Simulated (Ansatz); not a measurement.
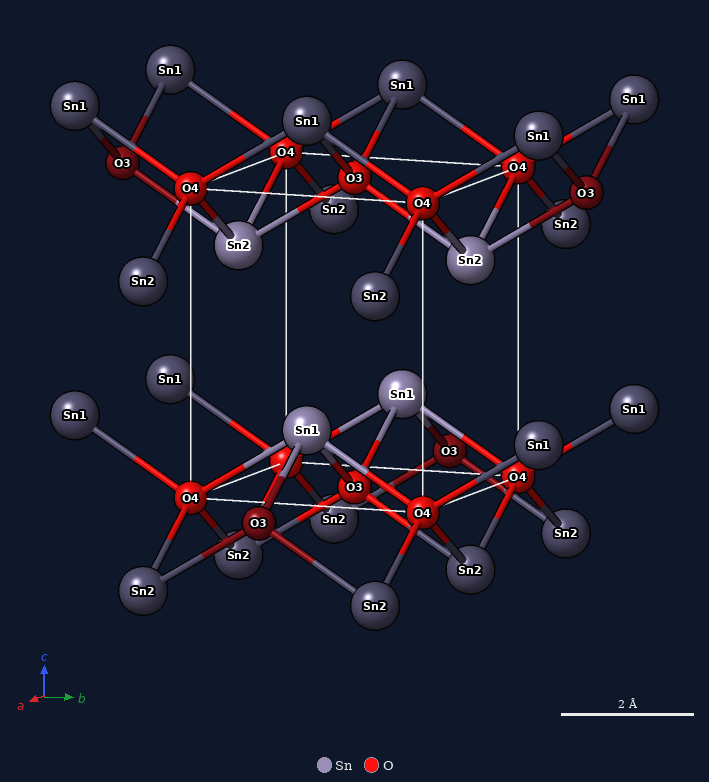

The structure as given in the input (ball-and-stick view of the cell of the calculation, seen slightly off an axis; neighbours outside the cell are drawn fainter; atoms are numbered from 1 in the order of the input).

## Two runs on SnO

System: SnO (4 atoms in the cell).
Method of run A: DFT PBEsol, scalar-relativistic, plane waves, PAW, no spin polarisation (Ansatz 0.2.0).

The structure derives from a Materials Project entry. Text and figures count atoms from 1; the logs count them from 0 in places.

## Input file, run A
```yaml
crystal:
  lattice:
    - [3.805293971, 0.0, 0.0]
    - [0.0, 3.805293971, 0.0]
    - [0.0, 0.0, 4.7534315654]
  atoms:
    - { symbol: Sn, position: [0.0, 0.5, 0.2423994252] }
    - { symbol: Sn, position: [0.5, 0.0, 0.7576005748] }
    - { symbol: O, position: [0.5, 0.5, 0.0] }
    - { symbol: O, position: [0.0, 0.0, 0.0] }
basis:
  ecutwfc: 420
kpoints:
  mp_grid: { grid: [14, 14, 12] }
hamiltonian:
  xc: pbesol
scf:
  occupations: { method: gaussian, width: 0.1 }
output:
  forces: true
  stress: true
  eigenvalues: true
```

Command:
```bash
ansatz run input.yaml --threads 1 --pin off --max-ram 2560MiB --backend cpu --events-out ev --progress --plain --runs-dir out
```

Hardware: 1 thread of Arm Neoverse V2, 240 GiB of memory available, shared host.

## Output, shortened to warnings, some set-up lines, iterations and results (run A)
```
Basis set: ecut = 420 eV, 1335 PW (Γ), exchange–correlation on 54×54×64 points (8 copies of the dense FFT grid, shifted against one another)
Symmetry: 16 space group operations
k-points: 252 of 2352
Initial density: superposition of atomic densities (neutral atoms: chi_scale 0, normalization atom), corrected by the library's trained network
[...]
SCF iter   1: F=—  HF=-13021.447686 eV  |F-HF|=—  |Δ(HF+E_count)|=         —  Δρ=1.40e-2  dr2=1.12e-1  ethr=1.77e-3  ⟨swp⟩=5.8  Hψ=27265  notcnv=0
SCF iter   2: F=—  HF=-13021.421232 eV  |F-HF|=—  |Δ(HF+E_count)|=   2.65e-2  Δρ=2.40e-3  dr2=2.53e-3  ethr=2.80e-4  ⟨swp⟩=2.0  Hψ=10713  notcnv=0
SCF iter   3: F=—  HF=-13021.420914 eV  |F-HF|=—  |Δ(HF+E_count)|=   3.17e-4  Δρ=1.05e-3  dr2=5.91e-4  ethr=6.33e-6  ⟨swp⟩=3.0  Hψ=11281  notcnv=0
SCF iter   4: F=—  HF=-13021.420938 eV  |F-HF|=—  |Δ(HF+E_count)|=   2.34e-5  Δρ=2.50e-4  dr2=5.10e-5  ethr=1.48e-6  ⟨swp⟩=2.0  Hψ=11059  notcnv=0
SCF iter   5: F=—  HF=-13021.420909 eV  |F-HF|=—  |Δ(HF+E_count)|=   2.89e-5  Δρ=5.20e-5  dr2=2.69e-6  ethr=1.28e-7  ⟨swp⟩=2.8  Hψ=11104  notcnv=0
SCF iter   6: F=-13021.420910 eV  HF=-13021.420910 eV  |F-HF|=2.17e-8  |Δ(HF+E_count)|=   1.72e-6  Δρ=1.18e-5  dr2=9.27e-8  ethr=2.50e-10  ⟨swp⟩=3.9  Hψ=25926  notcnv=0
SCF 1 converged in 6 iterations: F = -13021.420910 eV  dr2 = 9.27e-8
SCF converged after 6 iterations
Free energy (F): -13021.420910 eV
Harris-Foulkes:  -13021.420910 eV  (|F-HF|=2.17e-8)
Internal energy: -13021.420112 eV  (E = F + TS)
E sigma→0 (E₀):  -13021.420511 eV
Entropy (-TS):   -0.000798 eV (-0.199 meV/atom)
Fermi energy:    10.132760 eV
--- Per-component energies (eV) ---
  E_band       = -179.554916
  E_kinetic    = 723.746810
  E_local      = -2594.292748  (includes V_loc(G=0)·N_el)
  E_nonlocal   = 36.354914
  E_hartree    = 1408.276236
  E_xc         = -904.381858
  E_vxc        = -380.999746  (∫ρ·V_xc dr)
  E_paw        = -8435.145069  (= ΣΔE_a)
  E_vpaw       = -780.918061  (= ΣTr[D̂ρ^β])
  E_aug_tail   = 0.004790  (compensation charges beyond the density's cutoff)
  E_ewald      = -3256.623444
  E_core_change = 0.640255  (= ΣΔE_core)
  E_smearing   = -0.000798  (= −TS)
  E_closure    = 0.000000  (closes the sum)
  Σ components = -13021.420910   (vs F -13021.420910, Δ=0.00e0)
--- Forces (eV/Å), atoms counted from 1 ---
  atom   1  Sn     0.00000000     0.00000000     0.00088263
  atom   2  Sn    -0.00000000     0.00000000    -0.00088263
  atom   3  O     -0.00000000     0.00000000     0.00000000
  atom   4  O      0.00000000     0.00000000     0.00000000
  max |Σ_I F_I| component: 5.55e-17 eV/Å
--- Stress (GPa, compression-positive) ---
        0.012859       0.000000      -0.000000
        0.000000       0.012859      -0.000000
       -0.000000      -0.000000      -0.020440
  P = ⅓ Tr σ = 0.0018 GPa (0.018 kbar)
```

For run B the input was changed thus:
```diff
-    - [3.805293971, 0.0, 0.0]
-    - [0.0, 3.805293971, 0.0]
-    - [0.0, 0.0, 4.7534315654]
+    - [3.81369522, 0.0, 0.0]
+    - [0.0, 3.81369522, 0.0]
+    - [0.0, 0.0, 4.8869133]
-    - { symbol: Sn, position: [0.0, 0.5, 0.2423994252] }
-    - { symbol: Sn, position: [0.5, 0.0, 0.7576005748] }
+    - { symbol: Sn, position: [0.0, 0.5, 0.23537386] }
+    - { symbol: Sn, position: [0.5, 0.0, 0.76462614] }
-  mp_grid: { grid: [14, 14, 12] }
+  mp_grid: { grid: [6, 6, 4] }
```

Predict how the results change.

With the same functional and potentials, run B lies 1.8 meV per atom higher (other lines of the input change too). The pressure goes from 0.00 to −0.56 GPa. The largest force goes from 0.001 to 0.084 eV/Å. The volume per atom goes from 17.21 to 17.77 Å³. The number of SCF iterations is the same. The irreducible k-points go from 252 to 30. The plane waves at Γ go from 1335 to 1409. On the same kind of shared host run B took about 0.14 times as long.

## Output, shortened to warnings, some set-up lines, iterations and results (run B)
```
Basis set: ecut = 420 eV, 1409 PW (Γ), exchange–correlation on 54×54×72 points (8 copies of the dense FFT grid, shifted against one another)
Symmetry: 16 space group operations
k-points: 30 of 144
Initial density: superposition of atomic densities (neutral atoms: chi_scale 0, normalization atom), corrected by the library's trained network
[...]
SCF iter   1: F=—  HF=-13021.438315 eV  |F-HF|=—  |Δ(HF+E_count)|=         —  Δρ=1.33e-2  dr2=1.05e-1  ethr=1.77e-3  ⟨swp⟩=5.8  Hψ=3186  notcnv=0
SCF iter   2: F=—  HF=-13021.413869 eV  |F-HF|=—  |Δ(HF+E_count)|=   2.44e-2  Δρ=2.29e-3  dr2=2.61e-3  ethr=2.63e-4  ⟨swp⟩=2.0  Hψ=1272  notcnv=0
SCF iter   3: F=—  HF=-13021.413528 eV  |F-HF|=—  |Δ(HF+E_count)|=   3.41e-4  Δρ=9.60e-4  dr2=5.60e-4  ethr=6.53e-6  ⟨swp⟩=2.7  Hψ=1255  notcnv=0
SCF iter   4: F=—  HF=-13021.413573 eV  |F-HF|=—  |Δ(HF+E_count)|=   4.49e-5  Δρ=2.38e-4  dr2=4.79e-5  ethr=1.40e-6  ⟨swp⟩=2.3  Hψ=1313  notcnv=0
SCF iter   5: F=—  HF=-13021.413586 eV  |F-HF|=—  |Δ(HF+E_count)|=   1.28e-5  Δρ=4.76e-5  dr2=2.40e-6  ethr=1.20e-7  ⟨swp⟩=3.0  Hψ=1342  notcnv=0
SCF iter   6: F=-13021.413588 eV  HF=-13021.413588 eV  |F-HF|=4.18e-8  |Δ(HF+E_count)|=   1.89e-6  Δρ=1.15e-5  dr2=9.51e-8  ethr=2.50e-10  ⟨swp⟩=3.8  Hψ=3004  notcnv=0
SCF 1 converged in 6 iterations: F = -13021.413588 eV  dr2 = 9.51e-8
SCF converged after 6 iterations
Free energy (F): -13021.413588 eV
Harris-Foulkes:  -13021.413588 eV  (|F-HF|=4.18e-8)
Internal energy: -13021.412512 eV  (E = F + TS)
E sigma→0 (E₀):  -13021.413050 eV
Entropy (-TS):   -0.001076 eV (-0.269 meV/atom)
Fermi energy:    9.655604 eV
--- Per-component energies (eV) ---
  E_band       = -196.404199
  E_kinetic    = 723.212156
  E_local      = -2719.562039  (includes V_loc(G=0)·N_el)
  E_nonlocal   = 36.262472
  E_hartree    = 1462.421269
  E_xc         = -904.194058
  E_vxc        = -380.714361  (∫ρ·V_xc dr)
  E_paw        = -8434.838896  (= ΣΔE_a)
  E_vpaw       = -780.446899  (= ΣTr[D̂ρ^β])
  E_aug_tail   = 0.004814  (compensation charges beyond the density's cutoff)
  E_ewald      = -3185.358485
  E_core_change = 0.640255  (= ΣΔE_core)
  E_smearing   = -0.001076  (= −TS)
  E_closure    = -0.000000  (closes the sum)
  Σ components = -13021.413588   (vs F -13021.413588, Δ=0.00e0)
--- Forces (eV/Å), atoms counted from 1 ---
  atom   1  Sn     0.00000000     0.00000000     0.08360402
  atom   2  Sn     0.00000000     0.00000000    -0.08360402
  atom   3  O      0.00000000     0.00000000     0.00000000
  atom   4  O      0.00000000     0.00000000     0.00000000
  max |Σ_I F_I| component: 2.78e-17 eV/Å
--- Stress (GPa, compression-positive) ---
       -0.528408       0.000000       0.000000
        0.000000      -0.528408       0.000000
        0.000000       0.000000      -0.619324
  P = ⅓ Tr σ = -0.5587 GPa (-5.587 kbar)
```

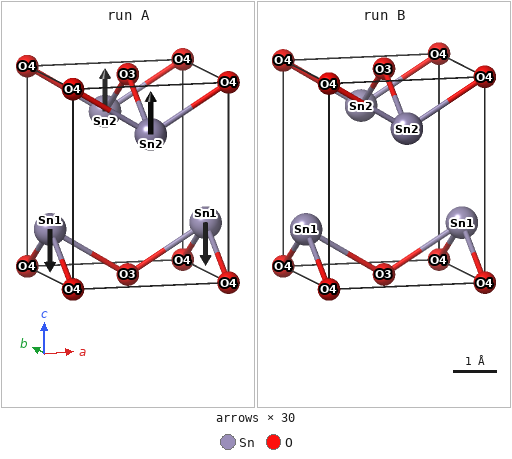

The two input geometries at one scale (ball-and-stick view of the cell of the calculation, seen slightly off an axis). The black arrows on the first give the shifts of the atoms relative to the cell, magnified 30 times. The largest moves relative to the cell, 0.034 Å, are those of Sn1 and Sn2. O stays in place. The drawn cell changes as follows: a = b 3.805 → 3.814 Å (+0.2 %), c 4.753 → 4.887 Å (+2.8 %); the volume changes by +3.3 %.

## The two runs side by side

| quantity | run A | run B |
| --- | --- | --- |
| outcome | converged | converged |
| free energy per atom (eV) | −3255.3552 | −3255.3534 |
| pressure (GPa) | 0.00 | −0.56 |
| volume per atom (Å³) | 17.21 | 17.77 |
| largest force (eV/Å) | 0.001 | 0.084 |
| SCF iterations | 6 | 6 |
| irreducible k-points | 252 | 30 |
| plane waves at Γ | 1335 | 1409 |
| wall time (shared host) | 21 s | 3 s |
